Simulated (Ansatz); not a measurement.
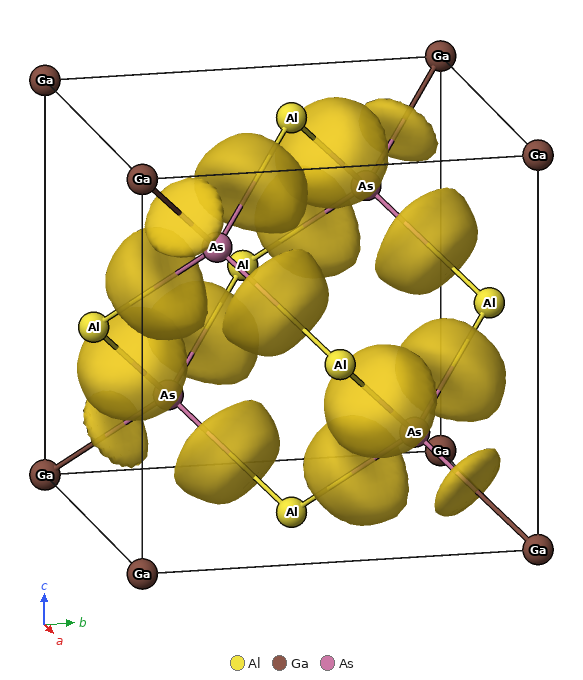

Figure 1: Al3GaAs4. Isosurface of the ELF at 0.7 (yellow), seen slightly off an axis. Core shells and regions of very low density are left out. Sticks mark near contacts.

Space group P-43m.

All numbers below come from Ansatz 0.2.0, DFT PBEsol, scalar-relativistic, plane waves, PAW.

In a PAW calculation such maps are meaningful between the atoms, not at the nuclei.

```cif
data_structure
_symmetry_space_group_name_H-M 'P 1'
_symmetry_Int_Tables_number 1
_cell_length_a 5.6709
_cell_length_b 5.6709
_cell_length_c 5.6709
_cell_angle_alpha 90.000
_cell_angle_beta 90.000
_cell_angle_gamma 90.000
_cell_volume 182.37
loop_
_atom_site_label
_atom_site_type_symbol
_atom_site_fract_x
_atom_site_fract_y
_atom_site_fract_z
_atom_site_occupancy
Al1 Al 0.50000 0.50000 0.00000 1
Al2 Al 0.50000 0.00000 0.50000 1
Al3 Al 0.00000 0.50000 0.50000 1
Ga1 Ga 0.00000 0.00000 0.00000 1
As1 As 0.74984 0.74984 0.25016 1
As2 As 0.74984 0.25016 0.74984 1
As3 As 0.25016 0.74984 0.74984 1
As4 As 0.25016 0.25016 0.25016 1
```

Identify the bonds, lone pairs and shells in this picture.

The ELF exceeds this value in twelve regions between bonded Al–As atoms (shared pairs) and four regions between bonded As–Ga atoms (shared pairs), counted in one cell of 8 atoms. Regions shared between cells count once.

Values along the shortest contacts:
Al–As (2.46 Å): the ELF peaks at about 0.90 between the atoms; localised, covalent bonding. Ga–As (2.46 Å): the ELF peaks at about 0.75 between the atoms, as expected for localised, covalent bonding.

Does the calculation make it a metal, or give it a gap?

It is gapped, with a Kohn–Sham gap of 1.1 eV on the k-point mesh, an upper bound to the gap of this method.
